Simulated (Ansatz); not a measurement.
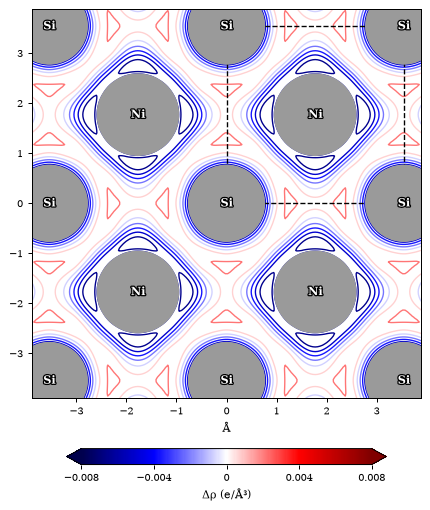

SiNi3: difference of two self-consistent densities at the same geometry, ρ(r2SCAN) − ρ(PBEsol), on the (100) plane of the conventional cell. Grey discs cover the cores, where the PAW densities can't be compared. Cores are masked to 0.8 Å (Si) and 0.8 Å (Ni).

Space group Pm-3m; spin-polarised. r2SCAN tends to overestimate the moments of metals.

Both runs: Ansatz, scalar-relativistic, plane waves and PAW, same cutoff, k-points and PAW files (made with PBE).

**What differs between the two levels of theory?**

Against PBEsol, and outside the masked cores, the largest gain, 0.005 e/Å³, lies 1.2 Å from a silicon nucleus and 1.7 Å from a nickel one, and the largest loss lies at the edge of the masked core of Ni. Bader charges are Si +0.44 and Ni −0.15 e with PBEsol and Si +0.35 and Ni −0.12 e with r2SCAN. Among metals such charges hang on how the charge between the atoms is shared out. At this volume the pressure is −14 GPa with PBEsol and −14 GPa with r2SCAN.
